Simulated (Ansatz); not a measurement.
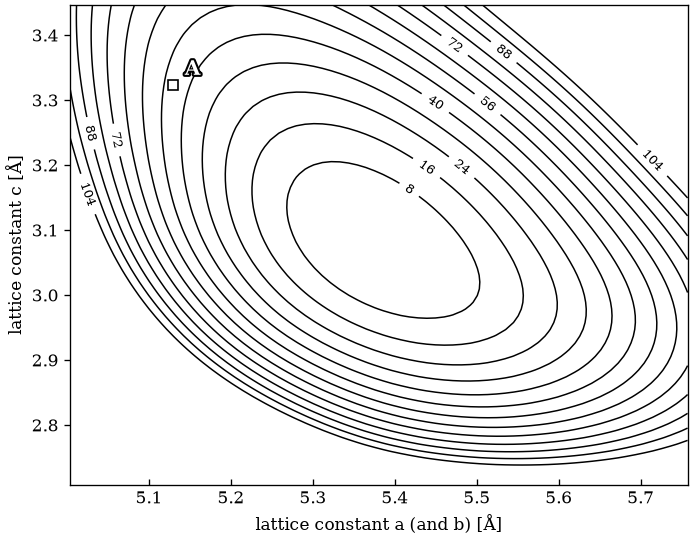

GaSb (I-4m2, No. 119; 2 atoms in the cell). The energy is mapped over the lattice constants a and c of the conventional cell. Coordinates scanned: (1) lattice constant a (and b); (2) lattice constant c. Nothing is relaxed (symmetry fixes all fractional coordinates). The grid has 7 × 7 points. Points are written as (first, second). Energies: meV/atom, counted from the lowest grid point. All numbers below come from Ansatz 0.2.0, DFT LDA, scalar-relativistic, plane waves, PAW. Settings: cutoff 420 eV, k-mesh 16×16×16, gaussian smearing 0.15 eV, no spin polarisation.

The picture shows contour lines labelled in meV/atom (none above 104), the point A. Between grid points the surface is interpolated.

Question: Which way does the force act at A, and how strong is it?

Answer: A, at (5.130 Å, 3.324 Å), is not a stationary point. The computed force is 260 meV/atom for each Å towards larger values of lattice constant a (and b) and 47 meV/atom for each Å towards smaller values of lattice constant c.

PAW datasets: the set soft_1.
